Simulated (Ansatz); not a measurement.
SnO$_{2}$

Input

```
crystal:
  lattice:
    - [4.788004, 0.0, 0.0]
    - [0.0, 4.866582, 0.0]
    - [0.0, 0.0, 3.240898]
  atoms:
    - { symbol: Sn, position: [0.0, 0.0, 0.0] }
    - { symbol: Sn, position: [0.5, 0.5, 0.5] }
    - { symbol: O, position: [0.708145, 0.678958, 0.0] }
    - { symbol: O, position: [0.208145, 0.821042, 0.5] }
    - { symbol: O, position: [0.791855, 0.178958, 0.5] }
    - { symbol: O, position: [0.291855, 0.321042, 0.0] }
hamiltonian:
  xc: revpbe
  pseudopotentials: { kind: paw }
  dispersion: d3bj
kpoints:
  mp_grid: { grid: [6, 6, 8] }
scf:
  occupations: { method: fermi_dirac, width: 0.05 }
output:
  forces: true
  stress: true
  eigenvalues: true
  write_density: true
  write_potential: true
  elf: true
  volumetric_format: npy
relax:
  f_tol: 0.01
  max_steps: 40
  cell: { stress_tol: 0.05 }
```

Launched as:

```sh
ansatz run input.yaml --threads 2 --pin off --max-ram 5632MiB --backend cpu --events-out ev --progress --plain --runs-dir out
```

Below, planes, directions and counts refer to the conventional cell (a = 4.79 Å, b = 4.79 Å, c = 3.23 Å, α = 90.00°, β = 90.00°, γ = 90.00°).

The fields are those of the relaxed geometry.

Space group P4₂/mnm; a structure from a database of computed crystals, not necessarily the ambient phase.

All numbers below come from Kohn-Sham DFT of a periodic cell, revPBE with D3(BJ), Ansatz PAW in Ansatz 0.2.0.

> What will maps of the valence pseudo-density and electron localisation function show?

Sn–O (2.07 Å): the density is about 0.64 e/Å³ at the midpoint; the ELF peaks at about 0.80 in the valence shell of O, 0.6 Å from its nucleus, and is about 0.25 at the midpoint (no localised pair shows between them).

> Does the calculation give a band gap?

It is gapped, with a Kohn–Sham gap of 0.89 eV on the k-point mesh (the band edges may lie off the mesh, which would make the gap smaller).

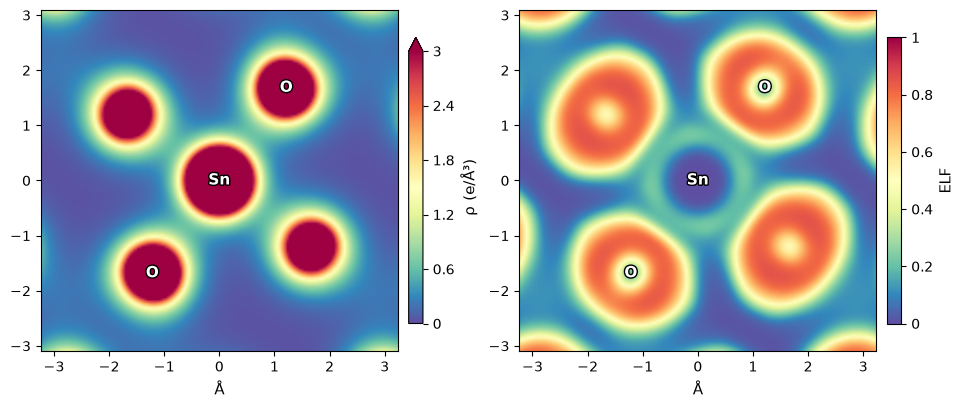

Computed valence pseudo-density and electron localisation function on the (111) plane of the conventional cell, in this order. Atoms just off the plane (O, 0.3 Å away) can leave unmarked features too.
